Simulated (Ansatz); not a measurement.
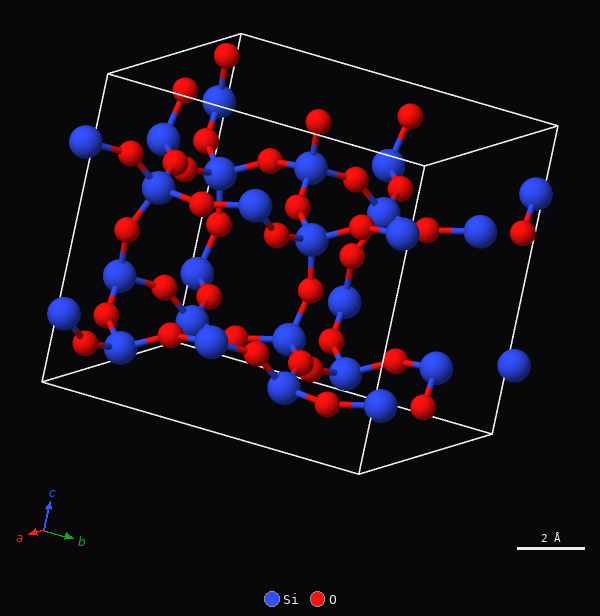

Figure 1. The input geometry (ball-and-stick view of the cell of the calculation, seen slightly off an axis). An atom can appear more than once, as a periodic image. Near neighbours in the periodic cell (some may lie outside the picture): Si has 4 O at 1.62 to 1.63 Å; O has 2 Si at 1.62 to 1.63 Å.

## SiO2: single-point calculation

SiO2 (P4₁2₁2, 48 atoms in the cell), computed with DFT PBE, scalar-relativistic, plane waves, PAW, no spin polarisation (Ansatz 0.2.0).

The structure derives from a Materials Project entry. It belongs to a series of runs on one base structure; here: the perfect crystal in a cell of 48 atoms.

The program's output:
```
Engine: ansatz 0.2.0, x86_64-unknown-linux-gnu
Pseudopotentials: kind: paw
Pseudopotential: Si, paw, valence charge 4, recommended cutoff 420 eV (normal), Si.paw.azcp
Pseudopotential: O, paw, valence charge 6, recommended cutoff 420 eV (normal), O.paw.azcp
Functional definition: PBE
  parameter kappa = 0.804
  parameter beta = 0.06672455060314922
  exchange = pbe_x(kappa = kappa, mu = beta*pi^2/3)
  correlation = pbe_c(beta = beta)
Crystal: 48 atoms, lattice volume = 733.732 Å³
Basis set: ecut = 420 eV, 14303 PW (Γ), exchange–correlation on 144×144×144 points (8 copies of the dense FFT grid, shifted against one another)
Bands: 176, of which v1, the nominal top of the filled ones, is band 128 counted from 1 (127 counted from 0)
Symmetry: 32 space group operations
Space group: P41212 (ITA 92), of the structure as read, at distance tolerance 9.0e-5 Å
k-points: 3 of 8
Non-local potential: Si, projectors of the file, l = 0: 2, l = 1: 2, l = 2: 2
Non-local potential: O, projectors of the file, l = 0: 2, l = 1: 2, l = 2: 1
PAW form: soft (Blöchl's): semilocal exchange-correlation on the pseudo side does not see the compensation charge
PAW one-centre angular grid: Si, 110 points (default); XC on 64 Gauss nodes
PAW one-centre angular grid: O, 110 points (default); XC on 64 Gauss nodes
Initial density: superposition of atomic densities (neutral atoms: chi_scale 0, normalization atom), corrected by the library's trained network
Initial wavefunctions: pseudopotential atomic-orbital guess
Functional: x = pbe(κ = 0.804, μ = 0.2195149727645171), c = pbe(β = 0.06672455060314922)
SCF iter   1: F=—  HF=-28385.517294 eV  |F-HF|=—  |Δ(HF+E_count)|=         —  Δρ=9.65e-4  dr2=2.25e-3  ethr=1.77e-3  ⟨swp⟩=7.0  Hψ=2605  notcnv=0  defer=86
preconditioner: auto → Resta (q_TF=auto, 2.289 Å⁻¹)  ε∞=2.8  [insulator: Δε(μ)=5.947 eV  Ē_g=16.428 eV  σ=0.010 eV  W_gap=1.00  n_scr=160 (ndim 8)  ℏωp=21.9 eV  f_vac=0.255  D(μ)=0.00/eV (n_scr^D=0)  ε∞_Penn≈2.8]
SCF iter   2: F=—  HF=-28385.524072 eV  |F-HF|=—  |Δ(HF+E_count)|=   6.78e-3  Δρ=4.79e-4  dr2=4.74e-4  ethr=8.81e-7  ⟨swp⟩=3.0  Hψ=1037  notcnv=0  defer=127
SCF iter   3: F=—  HF=-28385.527572 eV  |F-HF|=—  |Δ(HF+E_count)|=   3.50e-3  Δρ=1.43e-4  dr2=8.73e-5  ethr=1.85e-7  ⟨swp⟩=2.0  Hψ=802  notcnv=0  defer=43
automatic band count: iteration 3 solves 148 bands in place of 176: the levels show a gap, and the empty bands left out lie too high to hold charge; the band table lists the bands solved (type scf.n_extra_bands for more)
SCF iter   4: F=—  HF=-28385.527195 eV  |F-HF|=—  |Δ(HF+E_count)|=   3.77e-4  Δρ=2.78e-5  dr2=3.69e-6  ethr=3.41e-8  ⟨swp⟩=2.0  Hψ=768  notcnv=0  defer=43
SCF iter   5: F=—  HF=-28385.527202 eV  |F-HF|=—  |Δ(HF+E_count)|=   6.99e-6  Δρ=6.29e-6  dr2=2.69e-7  ethr=1.44e-9  ⟨swp⟩=2.0  Hψ=731  notcnv=0  defer=43
SCF iter   6: F=-28385.527203 eV  HF=-28385.527203 eV  |F-HF|=1.98e-8  |Δ(HF+E_count)|=   4.63e-7  Δρ=1.81e-6  dr2=1.59e-8  ethr=3.91e-11  ⟨swp⟩=12.7  Hψ=1996  notcnv=0
SCF 1 converged in 6 iterations: F = -28385.527203 eV  dr2 = 1.59e-8
  greatest PAW one-centre occupation: 0.860 electrons in one spin orbital (limit 2), on the O atom at site 47 (counted from 0), in its partial waves of l = 0
SCF converged after 6 iterations
Free energy (F): -28385.527203 eV
Harris-Foulkes:  -28385.527203 eV  (|F-HF|=1.98e-8)
Internal energy: -28385.527203 eV  (E = F + TS)
E sigma→0 (E₀):  -28385.527203 eV
Fermi energy:    3.760216 eV
--- Per-component energies (eV) ---
  E_band       = -1533.853156
  E_kinetic    = 6422.082493
  E_local      = -18724.363352  (includes V_loc(G=0)·N_el)
  E_nonlocal   = 1917.232949
  E_hartree    = 6929.827039
  E_xc         = -3261.578949
  E_vxc        = -3784.771076  (∫ρ·V_xc dr)
  E_paw        = -13298.289862  (= ΣΔE_a)
  E_vpaw       = -1223.771750  (= ΣTr[D̂ρ^β])
  E_aug_tail   = 0.083203  (compensation charges beyond the density's cutoff)
  E_ewald      = -8370.520723
  E_smearing   = -0.000000  (= −TS)
  E_closure    = -0.000000  (closes the sum)
  Σ components = -28385.527203   (vs F -28385.527203, Δ=0.00e0)
--- Forces (eV/Å), atoms counted from 1 ---
  atom   1  Si     0.00014465     0.00014465     0.00000000
  atom   2  Si     0.00014465     0.00014465    -0.00000000
  atom   3  Si     0.00014465     0.00014465     0.00000000
  atom   4  Si     0.00014465     0.00014465     0.00000000
  atom   5  Si    -0.00014465     0.00014465     0.00000000
  atom   6  Si    -0.00014465     0.00014465     0.00000000
  atom   7  Si    -0.00014465     0.00014465    -0.00000000
  atom   8  Si    -0.00014465     0.00014465    -0.00000000
  atom   9  Si     0.00014465    -0.00014465     0.00000000
  atom  10  Si     0.00014465    -0.00014465     0.00000000
  atom  11  Si     0.00014465    -0.00014465    -0.00000000
  atom  12  Si     0.00014465    -0.00014465    -0.00000000
  atom  13  Si    -0.00014465    -0.00014465    -0.00000000
  atom  14  Si    -0.00014465    -0.00014465    -0.00000000
  atom  15  Si    -0.00014465    -0.00014465     0.00000000
  atom  16  Si    -0.00014465    -0.00014465    -0.00000000
  atom  17  O      0.00049759    -0.00001956     0.00025269
  atom  18  O      0.00049759    -0.00001956     0.00025269
  atom  19  O      0.00049759    -0.00001956     0.00025269
  atom  20  O      0.00049759    -0.00001956     0.00025269
  atom  21  O     -0.00049759     0.00001956     0.00025269
  atom  22  O     -0.00049759     0.00001956     0.00025269
  atom  23  O     -0.00049759     0.00001956     0.00025269
  atom  24  O     -0.00049759     0.00001956     0.00025269
  atom  25  O     -0.00001956     0.00049759    -0.00025269
  atom  26  O     -0.00001956     0.00049759    -0.00025269
  atom  27  O     -0.00001956     0.00049759    -0.00025269
  atom  28  O     -0.00001956     0.00049759    -0.00025269
  atom  29  O     -0.00001956    -0.00049759     0.00025269
  atom  30  O     -0.00001956    -0.00049759     0.00025269
  atom  31  O     -0.00001956    -0.00049759     0.00025269
  atom  32  O     -0.00001956    -0.00049759     0.00025269
  atom  33  O      0.00001956    -0.00049759    -0.00025269
  atom  34  O      0.00001956    -0.00049759    -0.00025269
  atom  35  O      0.00001956    -0.00049759    -0.00025269
  atom  36  O      0.00001956    -0.00049759    -0.00025269
  atom  37  O      0.00049759     0.00001956    -0.00025269
  atom  38  O      0.00049759     0.00001956    -0.00025269
  atom  39  O      0.00049759     0.00001956    -0.00025269
  atom  40  O      0.00049759     0.00001956    -0.00025269
  atom  41  O     -0.00049759    -0.00001956    -0.00025269
  atom  42  O     -0.00049759    -0.00001956    -0.00025269
  atom  43  O     -0.00049759    -0.00001956    -0.00025269
  atom  44  O     -0.00049759    -0.00001956    -0.00025269
  atom  45  O      0.00001956     0.00049759     0.00025269
  atom  46  O      0.00001956     0.00049759     0.00025269
  atom  47  O      0.00001956     0.00049759     0.00025269
  atom  48  O      0.00001956     0.00049759     0.00025269
  max |Σ_I F_I| component: 1.14e-18 eV/Å
--- Stress (GPa, compression-positive) ---
        0.001010       0.000000       0.000000
       -0.000000       0.001010      -0.000000
       -0.000000      -0.000000       0.007805
  P = ⅓ Tr σ = 0.0033 GPa (0.033 kbar)
--- Band table (eV) ---
  k-point 0: bands = ["-18.1213", "-18.1213", "-18.1213", "-18.1213", "-17.7863", "-17.7863", "-17.7863", "-17.7863", "-17.2665", "-17.2665", "-17.2665", "-17.2665", "-16.8306", "-16.8306", "-16.8306", "-16.8306", "-16.4253", "-16.4253", "-16.4253", "-16.4253", "-16.4155", "-16.4155", "-16.4155", "-16.4155", "-16.4127", "-16.4127", "-16.4127", "-16.4127", "-16.4055", "-16.4055", "-16.4055", "-16.4055", "-7.8793", "-7.8793", "-7.8793", "-7.8793", "-7.0812", "-7.0812", "-7.0812", "-7.0812", "-5.9543", "-5.9543", "-5.9543", "-5.9543", "-5.2837", "-5.2837", "-5.2837", "-5.2837", "-4.5281", "-4.5281", "-4.5281", "-4.5281", "-4.4354", "-4.4354", "-4.4354", "-4.4354", "-4.3433", "-4.3433", "-4.3433", "-4.3433", "-4.2176", "-4.2176", "-4.2176", "-4.2176", "-2.1692", "-2.1692", "-2.1692", "-2.1692", "-1.8585", "-1.8585", "-1.8585", "-1.8585", "-1.7798", "-1.7798", "-1.7798", "-1.7798", "-1.6680", "-1.6680", "-1.6680", "-1.6680", "-1.3657", "-1.3657", "-1.3657", "-1.3657", "-1.2355", "-1.2355", "-1.2355", "-1.2355", "-1.0493", "-1.0493", "-1.0493", "-1.0493", "-0.9309", "-0.9309", "-0.9309", "-0.9309", "-0.7426", "-0.7426", "-0.7426", "-0.7426", "-0.5372", "-0.5372", "-0.5372", "-0.5372", "-0.4237", "-0.4237", "-0.4237", "-0.4237", "-0.1141", "-0.1141", "-0.1141", "-0.1141", "0.1196", "0.1196", "0.1196", "0.1196", "0.3334", "0.3334", "0.3334", "0.3334", "0.4013", "0.4013", "0.4013", "0.4013", "0.6662", "0.6662", "0.6662", "0.6662", "7.7847", "7.7847", "7.7847", "7.7847", "9.1613", "9.1613", "9.1613", "9.1613", "9.7802", "9.7802", "9.7802", "9.7802", "10.1825", "10.1825", "10.1825", "10.1825", "10.2381", "10.2381", "10.2381", "10.2381"]
  k-point 1: bands = ["-18.2894", "-18.0892", "-18.0892", "-17.8577", "-17.8577", "-17.8539", "-17.8539", "-17.6761", "-17.4026", "-17.1754", "-17.1754", "-17.1675", "-17.1675", "-16.9030", "-16.9030", "-16.5845", "-16.4375", "-16.4375", "-16.4298", "-16.4298", "-16.4294", "-16.4166", "-16.4165", "-16.4165", "-16.4129", "-16.4129", "-16.4097", "-16.4097", "-16.3916", "-16.3862", "-16.3862", "-16.3811", "-8.3107", "-7.7922", "-7.7922", "-7.2787", "-7.2787", "-7.2600", "-7.2600", "-6.8362", "-6.1772", "-5.8322", "-5.8322", "-5.7574", "-5.7574", "-5.2864", "-5.2864", "-4.9256", "-4.7037", "-4.6303", "-4.5380", "-4.5380", "-4.4449", "-4.4449", "-4.3441", "-4.3441", "-4.3360", "-4.3360", "-4.3293", "-4.2867", "-4.2867", "-4.2193", "-4.2193", "-4.1782", "-2.1856", "-2.1568", "-2.1568", "-1.9986", "-1.9986", "-1.9652", "-1.9652", "-1.8512", "-1.8243", "-1.8243", "-1.7504", "-1.6567", "-1.6567", "-1.5931", "-1.5931", "-1.5132", "-1.5132", "-1.3872", "-1.3591", "-1.3591", "-1.3298", "-1.3064", "-1.2310", "-1.2310", "-1.0927", "-1.0674", "-1.0674", "-0.9358", "-0.9358", "-0.9259", "-0.9259", "-0.8572", "-0.8505", "-0.8505", "-0.8134", "-0.8134", "-0.7294", "-0.6078", "-0.5761", "-0.5761", "-0.3471", "-0.3471", "-0.3235", "-0.1723", "-0.0755", "-0.0755", "-0.0085", "-0.0085", "-0.0011", "-0.0011", "0.1574", "0.1574", "0.1921", "0.2619", "0.2619", "0.3439", "0.3439", "0.4338", "0.5844", "0.6029", "0.6029", "0.6518", "0.6518", "0.7110", "7.0116", "7.9895", "7.9895", "8.7508", "8.7508", "9.0585", "9.0585", "9.6559", "9.7499", "9.7732", "9.7738", "9.7738", "9.8156", "9.8156", "9.9631", "9.9690", "9.9690", "10.2464", "10.2464", "10.4012"]
  k-point 2: bands = ["-18.3491", "-17.9863", "-17.9863", "-17.9863", "-17.9863", "-17.8982", "-17.5266", "-17.5266", "-17.5192", "-17.5192", "-17.1613", "-17.0295", "-17.0295", "-17.0295", "-17.0295", "-16.5249", "-16.4387", "-16.4387", "-16.4341", "-16.4341", "-16.4297", "-16.4297", "-16.4297", "-16.4297", "-16.3926", "-16.3925", "-16.3859", "-16.3859", "-16.3859", "-16.3859", "-16.3822", "-16.3811", "-8.4582", "-7.5843", "-7.5843", "-7.5843", "-7.5843", "-7.2863", "-6.5766", "-6.5766", "-6.5123", "-6.5123", "-5.7935", "-5.4033", "-5.4033", "-5.4033", "-5.4033", "-4.9240", "-4.7138", "-4.6502", "-4.5028", "-4.5028", "-4.5028", "-4.5028", "-4.3891", "-4.3891", "-4.3891", "-4.3891", "-4.3740", "-4.2407", "-4.2034", "-4.2034", "-4.1230", "-4.1230", "-2.1083", "-2.1083", "-2.1083", "-2.1083", "-1.9899", "-1.9899", "-1.9255", "-1.9255", "-1.9077", "-1.8818", "-1.8343", "-1.5838", "-1.5838", "-1.5838", "-1.5838", "-1.3990", "-1.3990", "-1.3737", "-1.3165", "-1.3165", "-1.3053", "-1.2832", "-1.2832", "-1.2832", "-1.2832", "-1.0927", "-1.0739", "-1.0340", "-1.0340", "-1.0340", "-1.0340", "-0.9385", "-0.9105", "-0.7741", "-0.7537", "-0.7537", "-0.7537", "-0.7537", "-0.4358", "-0.4358", "-0.4151", "-0.4151", "-0.1269", "-0.0870", "-0.0870", "-0.0870", "-0.0870", "0.0574", "0.0657", "0.0657", "0.0657", "0.0657", "0.2740", "0.2740", "0.2775", "0.3063", "0.3063", "0.4659", "0.5973", "0.6310", "0.6310", "0.6310", "0.6310", "0.7832", "6.7372", "8.4739", "8.4739", "8.4739", "8.4739", "8.6935", "9.5652", "9.5652", "9.6502", "9.6502", "9.7494", "9.8260", "9.8260", "9.8260", "9.8260", "10.0126", "10.1421", "10.1421", "10.1421", "10.1421"]
```

The run was set up as follows.

The input:
```yaml
crystal:
  lattice:
    - [5.083271068, 5.083271068, -7.0988988238]
    - [-5.083271068, 5.083271068, 7.0988988238]
    - [5.083271068, -5.083271068, 7.0988988238]
  atoms:
    - { symbol: Si, position: [0.706062884, 0.603031442, 0.603031442] }
    - { symbol: Si, position: [0.706062884, 0.103031442, 0.103031442] }
    - { symbol: Si, position: [0.206062884, 0.103031442, 0.603031442] }
    - { symbol: Si, position: [0.206062884, 0.603031442, 0.103031442] }
    - { symbol: Si, position: [0.5, 0.478031442, 0.771968558] }
    - { symbol: Si, position: [0.5, 0.978031442, 0.271968558] }
    - { symbol: Si, position: [0.0, 0.978031442, 0.771968558] }
    - { symbol: Si, position: [0.0, 0.478031442, 0.271968558] }
    - { symbol: Si, position: [0.5, 0.521968558, 0.228031442] }
    - { symbol: Si, position: [0.5, 0.021968558, 0.728031442] }
    - { symbol: Si, position: [0.0, 0.021968558, 0.228031442] }
    - { symbol: Si, position: [0.0, 0.521968558, 0.728031442] }
    - { symbol: Si, position: [0.293937116, 0.646968558, 0.646968558] }
    - { symbol: Si, position: [0.293937116, 0.146968558, 0.146968558] }
    - { symbol: Si, position: [0.793937116, 0.146968558, 0.646968558] }
    - { symbol: Si, position: [0.793937116, 0.646968558, 0.146968558] }
    - { symbol: O, position: [0.8326215843, 0.5422770924, 0.6160486513] }
    - { symbol: O, position: [0.8326215843, 0.0422770924, 0.1160486513] }
    - { symbol: O, position: [0.3326215843, 0.0422770924, 0.6160486513] }
    - { symbol: O, position: [0.3326215843, 0.5422770924, 0.1160486513] }
    - { symbol: O, position: [0.1673784157, 0.533427067, 0.4596555082] }
    - { symbol: O, position: [0.1673784157, 0.033427067, 0.9596555082] }
    - { symbol: O, position: [0.6673784157, 0.033427067, 0.4596555082] }
    - { symbol: O, position: [0.6673784157, 0.533427067, 0.9596555082] }
    - { symbol: O, position: [0.8326215843, 0.7903444918, 0.716572933] }
    - { symbol: O, position: [0.8326215843, 0.2903444918, 0.216572933] }
    - { symbol: O, position: [0.3326215843, 0.2903444918, 0.716572933] }
    - { symbol: O, position: [0.3326215843, 0.7903444918, 0.216572933] }
    - { symbol: O, position: [0.4262284412, 0.3346555082, 0.1672770924] }
    - { symbol: O, position: [0.4262284412, 0.8346555082, 0.6672770924] }
    - { symbol: O, position: [0.9262284412, 0.8346555082, 0.1672770924] }
    - { symbol: O, position: [0.9262284412, 0.3346555082, 0.6672770924] }
    - { symbol: O, position: [0.1673784157, 0.1339513487, 0.2077229076] }
    - { symbol: O, position: [0.1673784157, 0.6339513487, 0.7077229076] }
    - { symbol: O, position: [0.6673784157, 0.6339513487, 0.2077229076] }
    - { symbol: O, position: [0.6673784157, 0.1339513487, 0.7077229076] }
    - { symbol: O, position: [0.5737715588, 0.5827229076, 0.4153444918] }
    - { symbol: O, position: [0.5737715588, 0.0827229076, 0.9153444918] }
    - { symbol: O, position: [0.0737715588, 0.0827229076, 0.4153444918] }
    - { symbol: O, position: [0.0737715588, 0.5827229076, 0.9153444918] }
    - { symbol: O, position: [0.4262284412, 0.591572933, 0.7589513487] }
    - { symbol: O, position: [0.4262284412, 0.091572933, 0.2589513487] }
    - { symbol: O, position: [0.9262284412, 0.091572933, 0.7589513487] }
    - { symbol: O, position: [0.9262284412, 0.591572933, 0.2589513487] }
    - { symbol: O, position: [0.5737715588, 0.4910486513, 0.658427067] }
    - { symbol: O, position: [0.5737715588, 0.9910486513, 0.158427067] }
    - { symbol: O, position: [0.0737715588, 0.9910486513, 0.658427067] }
    - { symbol: O, position: [0.0737715588, 0.4910486513, 0.158427067] }
basis:
  ecutwfc: 420
  xc_grid: 2
kpoints:
  mp_grid: { grid: [2, 2, 2], shift: [0.5, 0.5, 0.5] }
hamiltonian:
  xc: pbe
scf:
  occupations: { method: gaussian, width: 0.01 }
output:
  forces: true
  stress: true
  eigenvalues: true
```

Launched with:
```bash
ansatz run input.yaml --threads 4 --pin off --max-ram 10240MiB --backend cpu --events-out ev --progress --plain --runs-dir out
```

Summary:

- outcome: converged
- space group (tolerance 0.01 Å): P4₁2₁2 (92)
- electrons treated: 256
- free energy: −28385.5272 eV
- Fermi energy: 3.760 eV
- gap on the k-point mesh: 5.95 eV
- pressure: 0.00 GPa
- largest force (length of the vector): 0.001 eV/Å
- hardware: 4 threads of Intel Xeon (Sapphire Rapids), 32 GiB of memory available, shared host
- wall time: 7.6 s (CPU time 29 s)
- peak memory: 2 GiB
